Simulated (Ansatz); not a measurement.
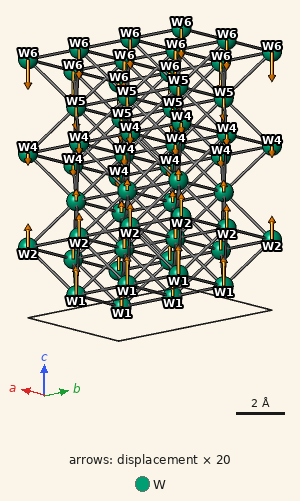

A relaxation of a slab of composition W (cut from the Fm-3m phase). The starting structure is drawn; orange arrows show the displacements, 20 times their true length.

The picture is a ball-and-stick view of the 2 × 3 repeat of the cell, outlined in the plane, without the vacuum, seen from a free direction.

Case: (1 0 0) slab, atoms relaxed. The slab is the (1 0 0) face of W.

All numbers below come from DFT PBE, scalar-relativistic, plane waves, PAW in Ansatz. (plane-wave cutoff 420 eV; k-point mesh 12 × 12 × 1; occupations gaussian; smearing width 0.1 eV; no spin polarisation; dipole correction; atoms relaxed in a fixed cell; force threshold 0.02 eV/Å; at most 60 steps)

**What did the optimiser do to the structure, and how much energy did it gain?**

Over 2 accepted moves (3 points after the start) the energy falls by 3.6 meV per cell of the calculation. The largest force component goes from 0.054 to 0.01 eV/Å. The line search rejected the trial step at point 2 of the run. The largest moves relative to the layer's centre, 0.066 Å, are those of W atoms. The cell stays as it was. Among the contacts that change: W–W 2.855 → 2.816 Å, W–W 2.855 → 2.845 Å. The run took 3.9 min on 1 thread of Intel(R) Xeon(R) Processor @ 2.50GHz (Skylake/Cascade Lake), with other jobs on the host, peak memory 0.54 GiB.
